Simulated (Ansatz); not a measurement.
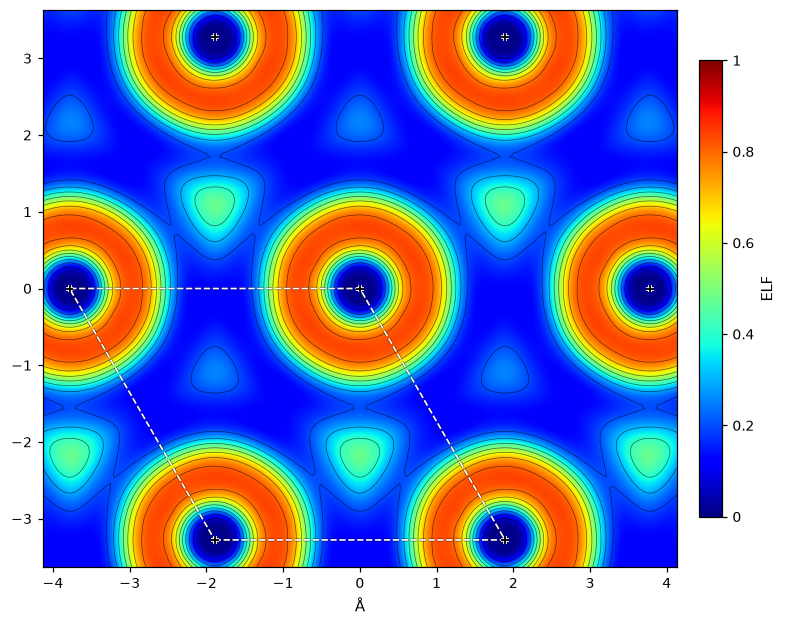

The ELF on a plane through atoms (crosses mark nuclei in the plane).

Level of theory: Ansatz 0.2.0, DFT, PBE, plane waves (420 eV) with PAW, scalar-relativistic.

Candidates:
A. La, a = 3.78 Å, b = 3.78 Å, c = 6.11 Å, α = 90.00°, β = 90.00°, γ = 120.00°. Space group P6₃/mmc; set up as La, hcp; a generated structure, not necessarily the stable one.
B. Ta, a = 4.22 Å, b = 4.22 Å, c = 4.22 Å, α = 90.00°, β = 90.00°, γ = 90.00°. Space group Fm-3m; set up as Ta, fcc; a generated structure, not necessarily the stable one; computed without spin polarisation.
C. Pt, a = 2.63 Å, b = 2.63 Å, c = 2.63 Å, α = 90.00°, β = 90.00°, γ = 90.00°. Space group Pm-3m; set up as Pt, simple cubic; a generated structure, not necessarily the stable one.

> Which system is this?

Candidate A: La on the (001) plane of the conventional cell, which holds La. La–La (3.78 Å): the ELF is about 0.10 at the midpoint (no localised pair shows between them).
